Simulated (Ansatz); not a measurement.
Geometry relaxation, with input and output: Ti (part 3 of 3)

Continued. System: Ti (slab, 5 atoms in the cell). Method: DFT r2SCAN, scalar-relativistic, plane waves, PAW, no spin polarisation (Ansatz 0.2.0); cutoff 500 eV, 9×9×1 k-mesh, Gaussian smearing of 0.1 eV. The structure derives from an entry of the Crystallography Open Database. The input holds or restrains some coordinates. Forces given for the steps count only the free coordinates. It belongs to a series of runs on one base structure; here: clean slab, lower half held.

Geometry of the input (Å; fractional positions):
```
3.2518  0.0000  0.0000
0.0000  3.2518  0.0000
0.0000  0.0000  23.5036
Ti 0.5000  0.5000  0.3616
Ti 0.0000  0.0000  0.4308
Ti 0.5000  0.5000  0.5000
Ti 0.0000  0.0000  0.5692
Ti 0.5000  0.5000  0.6384
```

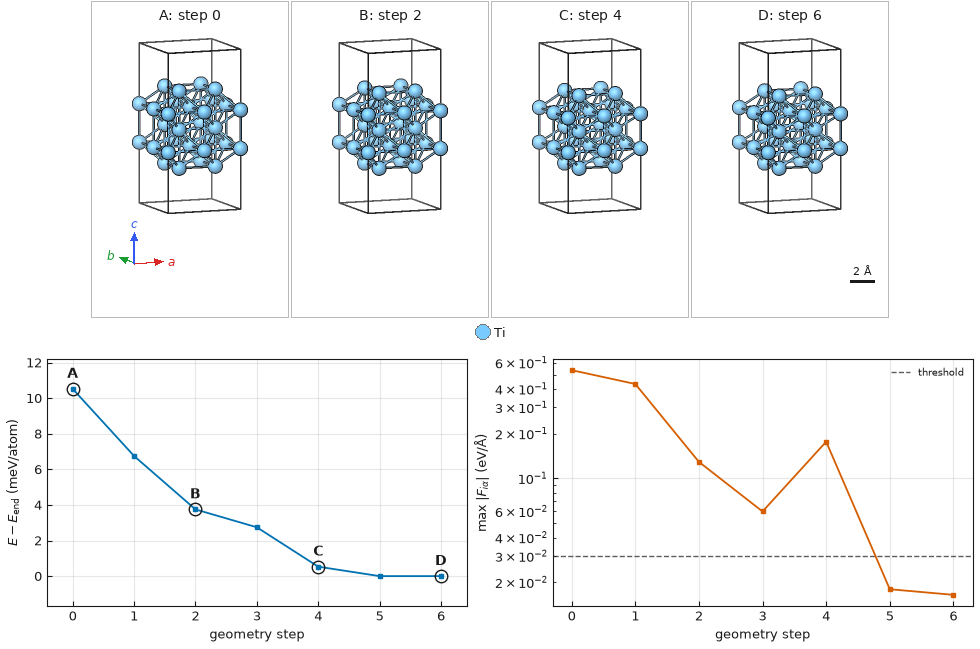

Frames of the restrained relaxation (ball-and-stick view of the 2 × 2 repeat of the cell, with the vacuum cut short, seen slightly off an axis) above the curves, on which the letters mark them (the first geometry is step 0 here and step 1 in the log).

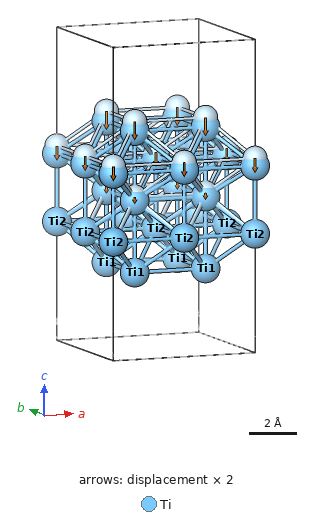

Start (faint) and end (solid) with the displacements as orange arrows, magnified 2 times (ball-and-stick view of the 2 × 2 repeat of the cell, with the vacuum cut short, seen slightly off an axis). The energy falls by 10.5 meV per atom in 6 geometry steps. Largest force component: 0.53 eV/Å at the start, 0.016 eV/Å at the end. The largest move is that of Ti5, 0.41 Å. The lattice vectors keep their values. Distances before and after: Ti2–Ti4 3.252 → 2.928 Å, Ti3–Ti5 3.252 → 2.998 Å, Ti1–Ti3 3.252 → 3.094 Å, Ti3–Ti4 2.816 → 2.724 Å. (Atoms are counted from 1 in the order of the input.)

```
WARN: The output density's exchange-correlation potential varies sharply where the density is thin. Do not read a vacuum level from v_tot or v_xc, or from such a field of the output density. On a cell that repeats whose density bears no net charge and no dipole along the vacuum's axis use v_es (v_loc + v_h of the components); under efield.dipole_correction with no amplitude use v_es + v_field, which holds any external_charges[].barrier, or the levels of the report's work_function block, which leave it out; under a non-zero efield.amplitude the vacuum is tilted and has no level; on a cell that repeats and bears such a dipole with no correction it is tilted too, and efield.dipole_correction with no amplitude gives each side of its ramp a level where efield: is served; in a cell that repeats whose density bears a net charge (total_charge, or a fill off its count) it is curved and has none; of a slab under crystal.periodic whose density bears no net charge use v_es, which has a level on each side, short of where the two are joined; of another it falls or rises all the way out and has none; of a slab beside external_charges read slab_vacuum_level instead, which it has where they leave it neutral. The grid or the basis barely resolves most such structure, and the values can differ between equally converged runs; as a rule a tighter scf.convergence.dr2_threshold does not remove it. Where the density itself ripples (under the LDA too) a higher basis.ecutwfc lessens it. The files hold the spikes' plane waves up to the density's cutoff. Files: v_tot_of_output_density and the like, and their columns of v_z.tsv (output.write_potential); v_xc_of_output_density and the like, and their columns of v_comp_z.tsv (output.write_potential_components). Measured: with its Gaussian average of σ = 0.25 Å subtracted twice, the exchange-correlation potential is over 0.1 eV at 1578 of the grid points where the equally averaged density (valence and model cores) is under 1e-3 e/Å³, and 0.714 eV at the most among them, at an averaged density of 1.0e-8 e/Å³. The input density's (outcome.potential() and, of a run that writes arrays, v_tot and v_xc) is over 0.1 eV, so measured, at 177 points of its own thin density, 0.327 eV at the most. See output.write_potential in the manual, Limitations
SCF converged after 2 iterations
Free energy (F): -12518.961023 eV
Harris-Foulkes:  -12518.961023 eV  (|F-HF|=9.10e-9)
Internal energy: -12518.930559 eV  (E = F + TS)
E sigma→0 (E₀):  -12518.945791 eV
Entropy (-TS):   -0.030465 eV (-6.093 meV/atom)
Fermi energy:    2.603504 eV
Dipole field:    D = -0.000991 V/Å  (p = -0.001361 e·Å, saw-weighted, corrected)
Work function:   Φ+ = 3.2358 eV   Φ− = 3.2125 eV
Levels:          The Fermi level and band energies are counted from a zero that moves with the ramp; work functions are not
--- Per-component energies (eV) ---
  E_band       = -1487.835237
  E_kinetic    = 1361.769476
  E_local      = -59889.705633  (includes V_loc(G=0)·N_el)
  E_nonlocal   = 40.539080
  E_hartree    = 29258.839642
  E_xc         = -461.610129
  E_vxc        = -660.425275  (∫ρ·V_xc dr)
  E_paw        = -5285.485189  (= ΣΔE_a)
  E_vpaw       = -903.645447  (= ΣTr[D̂ρ^β])
  E_aug_tail   = 0.000481  (compensation charges beyond the density's cutoff)
  E_vtau       = 45.966105  (kinetic-family band-sum trace: ∫τ·v_τ [+ j·A + Jᵃ·Aᵃ] dr)
  E_efield     = 0.000001  (sawtooth field / dipole correction)
  E_vefield    = -0.010609  (∫n·V_field dr)
  E_ewald      = 22457.989000
  E_core_change = -1.267286  (= ΣΔE_core)
  E_smearing   = -0.030465  (= −TS)
  E_closure    = -0.000000  (closes the sum)
  Σ components = -12518.961023   (vs F -12518.961023, Δ=0.00e0)
--- Forces (eV/Å), atoms counted from 1 ---
  atom   1  Ti     0.00000000     0.00000000     0.43395173
  atom   2  Ti     0.00000000     0.00000000    -0.44389450
  atom   3  Ti     0.00000000     0.00000000     0.00768696
  atom   4  Ti     0.00000000     0.00000000    -0.01408184
  atom   5  Ti     0.00000000     0.00000000     0.01634142
  max |Σ_I F_I| component: 3.77e-6 eV/Å
--- Band table (eV; the first three rows and the last of 15) ---
  k-point 0: bands = ["-56.8921", "-56.8125", "-56.1315", "-56.0029", "-55.8664", "-32.2022", "-32.1245", "-31.9828", "-31.9828", "-31.9243", "-31.9243", "-31.4381", "-31.3751", "-31.3751", "-31.3632", "-31.1339", "-31.1339", "-31.0362", "-30.8715", "-30.8715", "-3.3243", "-1.9813", "-0.4040", "0.2472", "0.4288", "0.6248", "1.2344", "2.4435", "2.8652", "2.9720", "3.5433", "3.5466", "3.5466", "3.7736", "3.7736", "3.9720"]
  k-point 1: bands = ["-56.8903", "-56.8105", "-56.1242", "-56.0017", "-55.8723", "-32.2035", "-32.1275", "-32.0005", "-31.9792", "-31.9427", "-31.9197", "-31.4531", "-31.4406", "-31.3617", "-31.2982", "-31.1593", "-31.1349", "-31.0086", "-30.8871", "-30.8862", "-3.1063", "-1.7944", "-0.2715", "0.3499", "0.5443", "0.7101", "1.2928", "2.3745", "2.8436", "2.9880", "3.1512", "3.4203", "3.6246", "3.6359", "3.7634", "3.8014"]
  k-point 2: bands = ["-56.8858", "-56.8054", "-56.1039", "-55.9980", "-55.8897", "-32.2077", "-32.1359", "-32.0443", "-31.9880", "-31.9704", "-31.9080", "-31.5206", "-31.4713", "-31.3229", "-31.2572", "-31.1779", "-31.1372", "-30.9740", "-30.9286", "-30.9196", "-2.4855", "-1.2811", "0.0174", "0.5673", "0.7632", "0.8693", "1.6003", "2.3519", "2.7471", "2.7539", "2.8638", "2.9999", "3.4913", "3.6663", "3.6827", "3.8859"]
  k-point 14: bands = ["-56.8670", "-56.7849", "-56.0416", "-55.9572", "-55.9459", "-32.1694", "-32.1155", "-32.1118", "-32.0956", "-32.0671", "-32.0579", "-31.5823", "-31.5746", "-31.3512", "-31.3184", "-31.2290", "-31.1774", "-31.1650", "-30.8871", "-30.8776", "0.2607", "0.4263", "1.3713", "1.4241", "1.7540", "1.8170", "1.8548", "1.8816", "2.0868", "2.4597", "2.5032", "2.5355", "2.5588", "4.3433", "4.3490", "4.4952"]
--- Relaxed structure (7 steps of the walk, 7 accepted, 0 SCFs on fresh bases) ---
  F+E_penalty+E_count = -12518.96102310 eV   max|allowed force component| = 1.645e-2 eV/Å
  atoms:
    - { symbol: Ti, position: [0.5, 0.5, 0.3616470422] }
    - { symbol: Ti, position: [0.0, 0.0, 0.4308235211] }
    - { symbol: Ti, position: [0.5, 0.5, 0.49330163406325894] }
    - { symbol: Ti, position: [-5.552509437727922e-35, 0.0, 0.5554064019239809] }
    - { symbol: Ti, position: [0.5, 0.5, 0.6208719311640485] }
```

## Trajectory as extended XYZ (Å, eV, eV/Å), 7 frames, from step=1 to step=7
```
5
Lattice="3.2518 0.0000 0.0000 0.0000 3.2518 0.0000 0.0000 0.0000 23.5036" Properties=species:S:1:pos:R:3:forces:R:3 step=1 energy=-12518.90841
Ti    1.6259    1.6259    8.5000    0.0000   0.0000   0.5349
Ti    0.0000    0.0000   10.1259    0.0000   0.0000  -0.3725
Ti    1.6259    1.6259   11.7518    0.0000   0.0000   0.0000
Ti    0.0000    0.0000   13.3777    0.0000   0.0000   0.3725
Ti    1.6259    1.6259   15.0036    0.0000   0.0000  -0.5349
5
Lattice="3.2518 0.0000 0.0000 0.0000 3.2518 0.0000 0.0000 0.0000 23.5036" Properties=species:S:1:pos:R:3:forces:R:3 step=2 energy=-12518.92727
Ti    1.6259    1.6259    8.5000    0.0000   0.0000   0.5043
Ti    0.0000    0.0000   10.1259    0.0000   0.0000  -0.4286
Ti    1.6259    1.6259   11.7300    0.0000   0.0000   0.0259
Ti    0.0000    0.0000   13.3486    0.0000   0.0000  -0.4317
Ti    1.6259    1.6259   14.8106    0.0000   0.0000   0.3299
5
Lattice="3.2518 0.0000 0.0000 0.0000 3.2518 0.0000 0.0000 0.0000 23.5036" Properties=species:S:1:pos:R:3:forces:R:3 step=3 energy=-12518.94228
Ti    1.6259    1.6259    8.5000    0.0000   0.0000   0.4935
Ti    0.0000    0.0000   10.1259    0.0000   0.0000  -0.4020
Ti    1.6259    1.6259   11.7156    0.0000   0.0000  -0.0029
Ti    0.0000    0.0000   13.3086    0.0000   0.0000  -0.1291
Ti    1.6259    1.6259   14.8311    0.0000   0.0000   0.0408
5
Lattice="3.2518 0.0000 0.0000 0.0000 3.2518 0.0000 0.0000 0.0000 23.5036" Properties=species:S:1:pos:R:3:forces:R:3 step=4 energy=-12518.94730
Ti    1.6259    1.6259    8.5000    0.0000   0.0000   0.4799
Ti    0.0000    0.0000   10.1259    0.0000   0.0000  -0.3909
Ti    1.6259    1.6259   11.6879    0.0000   0.0000   0.0001
Ti    0.0000    0.0000   13.2498    0.0000   0.0000  -0.0300
Ti    1.6259    1.6259   14.7935    0.0000   0.0000  -0.0599
5
Lattice="3.2518 0.0000 0.0000 0.0000 3.2518 0.0000 0.0000 0.0000 23.5036" Properties=species:S:1:pos:R:3:forces:R:3 step=5 energy=-12518.95837
Ti    1.6259    1.6259    8.5000    0.0000   0.0000   0.4518
Ti    0.0000    0.0000   10.1259    0.0000   0.0000  -0.4370
Ti    1.6259    1.6259   11.5960    0.0000   0.0000  -0.0026
Ti    0.0000    0.0000   13.0548    0.0000   0.0000   0.1643
Ti    1.6259    1.6259   14.6263    0.0000   0.0000  -0.1766
5
Lattice="3.2518 0.0000 0.0000 0.0000 3.2518 0.0000 0.0000 0.0000 23.5036" Properties=species:S:1:pos:R:3:forces:R:3 step=6 energy=-12518.96102
Ti    1.6259    1.6259    8.5000    0.0000   0.0000   0.4343
Ti    0.0000    0.0000   10.1259    0.0000   0.0000  -0.4439
Ti    1.6259    1.6259   11.5944    0.0000   0.0000   0.0066
Ti    0.0000    0.0000   13.0540    0.0000   0.0000  -0.0133
Ti    1.6259    1.6259   14.5927    0.0000   0.0000   0.0179
5
Lattice="3.2518 0.0000 0.0000 0.0000 3.2518 0.0000 0.0000 0.0000 23.5036" Properties=species:S:1:pos:R:3:forces:R:3 step=7 energy=-12518.96102
Ti    1.6259    1.6259    8.5000    0.0000   0.0000   0.4340
Ti    0.0000    0.0000   10.1259    0.0000   0.0000  -0.4439
Ti    1.6259    1.6259   11.5944    0.0000   0.0000   0.0075
Ti    0.0000    0.0000   13.0540    0.0000   0.0000  -0.0141
Ti    1.6259    1.6259   14.5927    0.0000   0.0000   0.0165
```

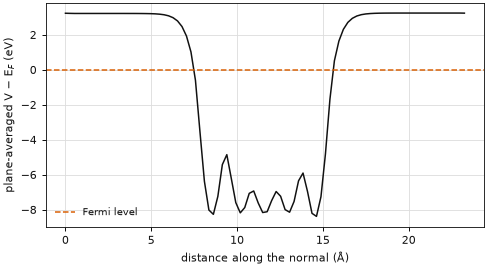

Plane average of the electrostatic potential energy of an electron across the cell, from the Fermi level. The vacuum level lies 3.24 eV above the Fermi level on the upper side and 3.21 eV on the lower.

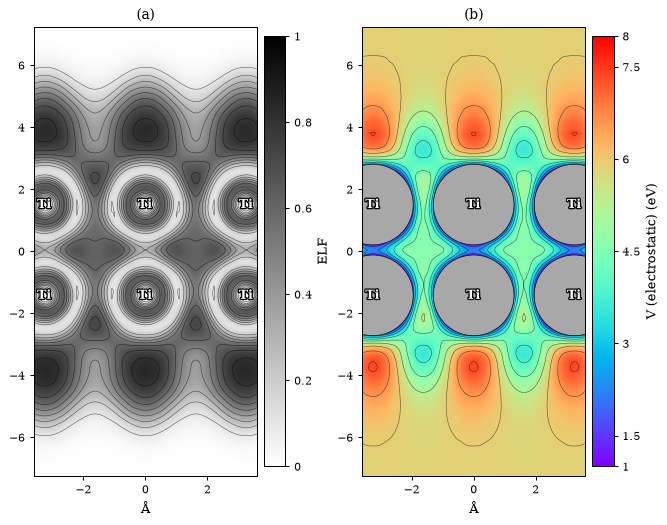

(a) ELF; (b) electrostatic potential energy of an electron on the (010) plane of the calculation cell, a cut from vacuum to vacuum. Grey discs, where drawn, cover atomic cores. The section cuts through Ti sites. Ti–Ti (2.93 Å): the ELF is about 0.30 at the midpoint; no localised pair between them. The strong features right at Ti lie inside the PAW spheres (semicore, d or f shells) and say nothing about bonding. In a PAW calculation such maps are meaningful between the atoms, not at the nuclei.

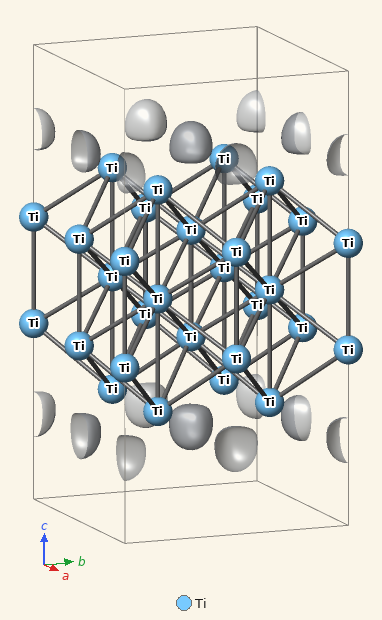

Isosurface of the ELF at 0.75 (grey), seen slightly off an axis. Core shells and regions of very low density are left out. Sticks mark near contacts. Values along the shortest contacts: Ti–Ti (2.72 Å): the ELF is about 0.15 at the midpoint (no shared electron pair). Ti–Ti (2.77 Å): the ELF is about 0.20 at the midpoint (no shared electron pair).

## Summary

```csv
quantity,value
outcome,converged under the restraints of the input
electrons treated,60
free energy,−12518.9610 eV
"work function, top face",3.24 eV
"work function, bottom face",3.21 eV
Fermi energy,2.604 eV
gap on the k-point mesh,none (metallic)
final volume,248.53 Å³
work function (upper face),3.24 eV
"largest force (length of the vector) at the end, held atoms and coordinates included",0.444 eV/Å
wall time,56 s (CPU time 1.8 min)
peak memory,0.98 GiB
```

## Notes

Warnings of the run: the exchange-correlation potential is rough where the density is thin.
